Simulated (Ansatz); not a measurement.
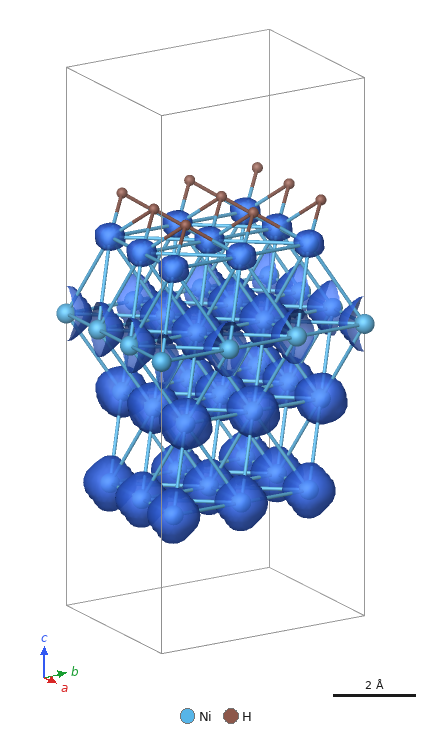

*Ni$_{4}$H (slab). Isosurface of the spin density (up minus down) at +0.15 e/Å³ (blue), seen slightly off an axis. Sticks mark near contacts.*

Spin-polarised.

These are results of DFT PBE, scalar-relativistic, plane waves, PAW in Ansatz 0.2.0, not measurements.

Core electrons are frozen (PAW), and the valence fields are smoothed inside the atomic spheres.

```yaml
crystal:
  lattice:
    - [2.48794, 0.00000, 0.00000]
    - [-1.24397, 2.15462, 0.00000]
    - [0.00000, 0.00000, 25.09418]
  atoms:
    - { symbol: Ni, position: [0.66667, 0.33333, 0.33872] }
    - { symbol: Ni, position: [0.33333, 0.66667, 0.41967] }
    - { symbol: Ni, position: [0.00000, 0.00000, 0.50012] }
    - { symbol: Ni, position: [0.66667, 0.33333, 0.58248] }
    - { symbol: H, position: [0.33333, 0.66667, 0.61642] }
```

Q: Where is the spin, and how is it ordered?

A: The spin density sits on Ni: +0.7 μB (×3) in one cell of 5 atoms, with smaller moments on other sites: Ni (up to +0.12 μB): parallel main moments (a ferromagnetic arrangement) in this solution. The cell of the calculation (5 atoms) carries 2.2 μB of net spin moment.
